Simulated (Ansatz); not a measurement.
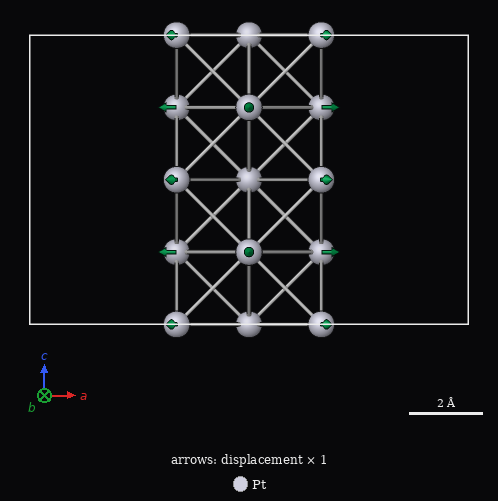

This is a relaxation of a wire of composition Pt. The starting structure is drawn; green arrows show the displacements (the part carried along by the change of the cell is left out), at their true length.

The picture is a ball-and-stick view of the 2 repeat of the cell, with the vacuum cut short, seen along the b axis.

Case: wire along [0 0 1], 9 atoms a period.

Level of theory: Ansatz 0.2.0, DFT PBE, scalar-relativistic, plane waves, PAW. Settings: plane-wave cutoff 420 eV; k-point mesh 1 × 1 × 14; occupations gaussian; smearing width 0.05 eV; no spin polarisation; cell relaxed at fixed a, b, alpha, beta, gamma; force threshold 0.02 eV/Å; at most 45 steps.

Describe the change and its energy.

Answer. The energy falls by 4.288 eV per cell of the calculation in 12 accepted moves (14 points after the start). The largest force component goes from 1.2 to 0.01 eV/Å. The line search rejected the trial step at point 10 of the run. At 1 point the geometry stayed and the basis and grid were re-selected for the new cell (energy shift of 14.0 meV per cell of the calculation at most each time). The largest moves, 0.53 Å, are those of Pt atoms. Along the periodic axis the drawn cell goes c 7.940 → 5.293 Å (−33.3 %). Among the contacts that change: Pt–Pt 3.970 → 2.646 Å, Pt–Pt 2.807 → 3.554 Å, Pt–Pt 2.807 → 3.251 Å, Pt–Pt 2.807 → 2.661 Å. New bonds form, among them: Pt–Pt (3.97 → 2.65 Å). Bond angles that change, for instance: Pt–Pt–Pt 90.0° → 55.5°, Pt–Pt–Pt 90.0° → 59.6°, Pt–Pt–Pt 90.0° → 119.5°. The run took 4.2 min on 4 threads of AMD EPYC 7R43 64-Core Processor (Zen 3), with other jobs on the host, peak memory 1.7 GiB.

Limits of the set-up: the k-point mesh is coarse for a cell with partly filled bands.
